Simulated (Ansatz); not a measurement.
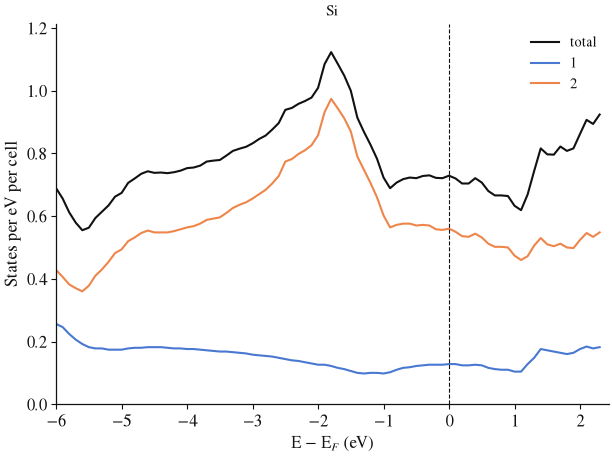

Density of states. Energies are counted from the Fermi level. The partial curves are projected on Löwdin-orthogonalised atomic shells.

Structure: Si, space group I4_1/amd (No. 141), 2 atoms in the cell.

Ansatz 0.2.0; DFT PBE, scalar-relativistic, plane waves, PAW, no spin polarisation, 18×18×18 k mesh, 420 eV cutoff.

Assign each number in the legend. The candidates: Si 3p, Si 3s.

1 is Si 3s; 2 is Si 3p.

Metal or insulator, and how many states lie at the Fermi level?

It is a metal. The density of states at the Fermi level is about 0.72 per eV and cell (mean within 0.25 eV), or 0.36 per atom.
